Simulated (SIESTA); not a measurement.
## Energy of TiAl along an even scaling of the cell

System: TiAl (P4/mmm, 2 atoms in the cell).
Method: Kohn-Sham DFT of a periodic cell, PBE, PseudoDojo 0.4 standard, converted to PSML, no spin polarisation (SIESTA 5.4.2).

The 7 runs differ only in the geometry, by an even scaling of the cell at fixed fractional positions. The structure derives from an entry of the Crystallography Open Database.

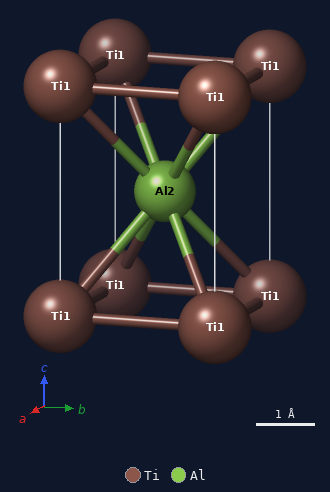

Figure 1. The structure of run 4 (ball-and-stick view of the cell of the calculation, seen slightly off an axis; atoms are numbered from 1 in the order of the input).

### Input of run 4
```
SystemName                      TiAl
SystemLabel                     TiAl
NumberOfSpecies                 2
NumberOfAtoms                   2
%block ChemicalSpeciesLabel
  1  22 Ti
  2  13 Al
%endblock ChemicalSpeciesLabel

LatticeConstant                 1.0 Ang
%block LatticeVectors
     2.8373000000     0.0000000000     0.0000000000
     0.0000000000     2.8373000000     0.0000000000
     0.0000000000     0.0000000000     4.0591000000
%endblock LatticeVectors
AtomicCoordinatesFormat         Ang
%block AtomicCoordinatesAndAtomicSpecies
     0.0000000000     0.0000000000     0.0000000000  1
     1.4186500000     1.4186500000     2.0295500000  2
%endblock AtomicCoordinatesAndAtomicSpecies

%block kgrid.MonkhorstPack
    9   0   0  0.0
    0   9   0  0.0
    0   0   7  0.0
%endblock kgrid.MonkhorstPack
XC.Functional                   GGA
XC.Authors                      PBE
PAO.BasisSize                   DZP
PAO.EnergyShift                 0.002 Ry
Mesh.Cutoff                     800 Ry
OccupationFunction              FD
ElectronicTemperature           0.05 eV
MaxSCFIterations                120
SCF.MustConverge                false
SCF.Mixer.Method                Pulay
SCF.Mixer.Weight                0.25
SCF.Mixer.History               8
SCF.DM.Tolerance                5.0e-05
SCF.H.Tolerance                 1.0e-03 eV
WriteForces                     true
Charge.Mulliken                 end
Charge.Hirshfeld                end
Charge.Voronoi                  end
SaveRho                         true
SaveElectrostaticPotential      true
%block PAO.Basis
  Al 2
  n=3 0 2
    7.312 0.000
  n=3 1 2 P 1
    9.500 0.000
%endblock PAO.Basis
```

Command:
```bash
siesta < TiAl.fdf > TiAl.out 2>&1
```

Run 6 has the same physical settings and fractional positions; its lattice vectors (Å) are:
```
   2.874637    0.000000    0.000000
   0.000000    2.874637    0.000000
   0.000000    0.000000    4.112515
```

### Results, with one run withheld

```csv
run,volume per atom (Å³),"free energy per atom, from the lowest run given (meV)",pressure (GPa)
1,15.358,21.52,7.88
2,15.685,8.62,4.83
3,16.012,1.68,2.05
4,16.338,0.00,−0.34
5,16.665,3.01,−2.56
6,16.992,?,?
7,17.319,21.61,−6.38
```

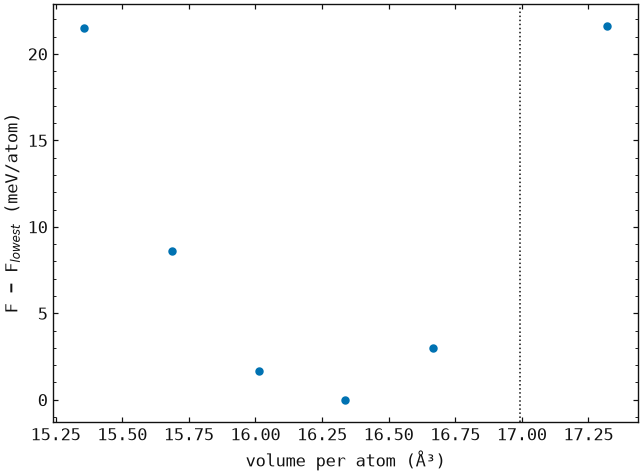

Figure 2. Free energy per atom of the runs given; the dotted line marks run 6.

Estimate the energy of run 6 from the others.

A cubic polynomial in V^(−2/3) (the Birch–Murnaghan form), fitted to the 6 runs given, misses them by at most 0.03 meV per atom. With x = V^(−2/3) − 0.15614 Å⁻², it reads F = 0.053521 + 558.06 x + 5.5826e+05 x² + 4.0471e+05 x³ (meV per atom). At run 6 it gives 10.39 meV per atom, and the run itself gives 10.36. The slope of the fit gives a pressure −dF/dV of −4.58 GPa there, and the run prints −4.59 GPa. The fit has its minimum at 16.286 Å³ per atom, where V d²F/dV² gives 118 GPa. Cell shape and fractional positions are held, so this is the stiffness under even scaling; the relaxed bulk modulus wasn't computed.

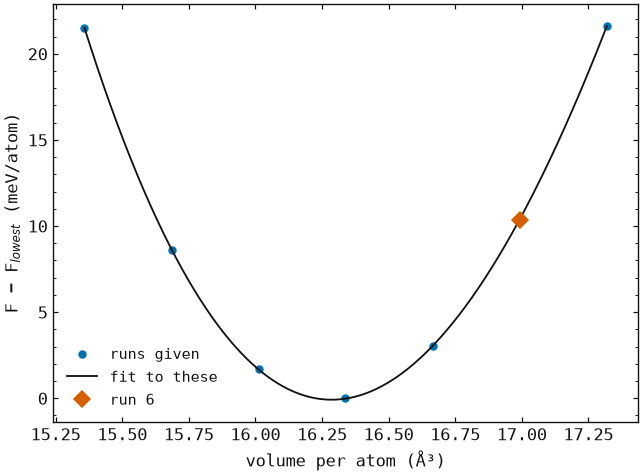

Figure 3. The fit and the withheld run.

### Some lines of the output (run 6)
```
[...]
outcell: Cell volume (Ang**3)        :     33.9839
stepf: Fermi-Dirac step function
siesta: Etot    =     -1678.163471
siesta: FreeEng =     -1678.179365
        iscf     Eharris(eV)        E_KS(eV)     FreeEng(eV)     dDmax    Ef(eV) dHmax(eV)
siesta: E_KS(eV) =            -1678.7517
siesta: E_KS - E_eggbox =     -1678.7517
siesta: Etot    =     -1678.751680
siesta: FreeEng =     -1678.768513
siesta:         Fermi =      -6.988884
siesta: Cell volume =         33.983930 Ang**3
    Orbital volume contribution        =           3.652625 eV
```

Notes: Points of doubt noted for this run: mulliken charges of long orbitals. With a small basis of atomic orbitals these values can differ much from converged plane-wave results.
